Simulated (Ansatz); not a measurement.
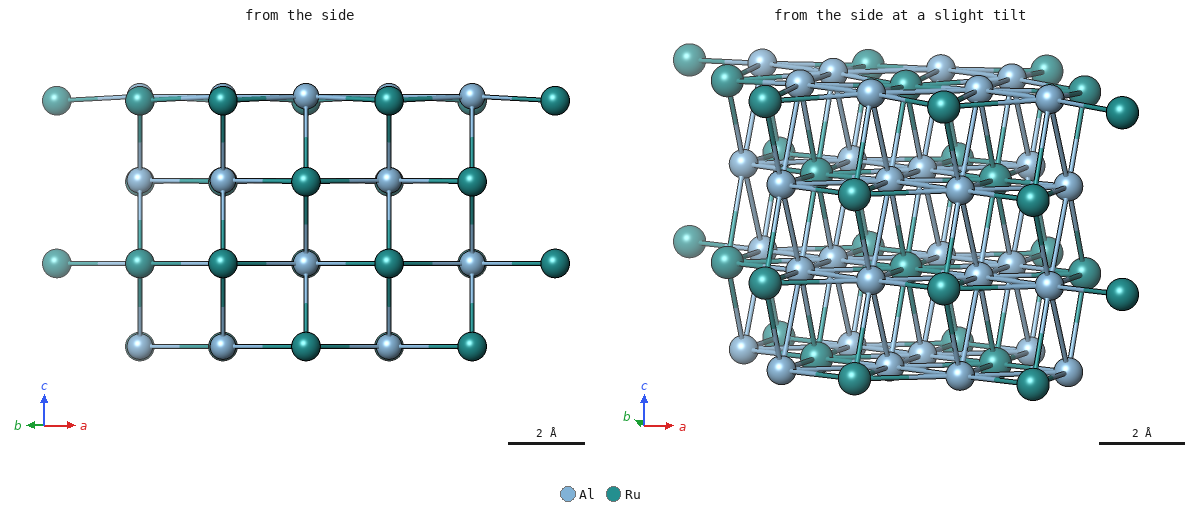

A ball-and-stick picture of a periodic slab, seen from the side and from the side at a slight tilt. The surface normal points up in side views; the vacuum is left out. 2×2 cells are drawn in the plane, with atoms at the edges repeated.

The cell holds 8 Al, 4 Ru. The slab was cut from bulk Al2Ru (I4/mmm).

What do the upper and lower surfaces expose?

Answer. The top face ends in Al and Ru, the bottom face in Al and Ru. The two faces are alike.

How thick is it?

Answer. About 7 Å from the lowest to the highest atom.

Go down through the slab and list the planes.

Answer. Four planes: Al2Ru / Al2Ru / Al2Ru / Al2Ru.

On which plane does the slab lie?

Answer. (1 1 0).

Calculation details: DFT r2SCAN, scalar-relativistic, plane waves, PAW (Ansatz 0.2.0); a basis cut at 500 eV, k-point mesh 7×7×1, Gaussian smearing of 0.1 eV, no spin polarisation.

Predict the work functions of both surfaces.

Answer. 4.46 eV at the top and 4.43 eV at the bottom.

Its origin is a structure listed in the Materials Project, from which a slab was cut. The atoms were relaxed in a fixed cell with DFT r2SCAN, scalar-relativistic, plane waves, PAW in Ansatz, but for six held in place.

At this level of theory the run's own cell isn't at rest (forces up to 1.0 eV/Å), so its distances can differ from those at equilibrium, the more so the softer the solid.
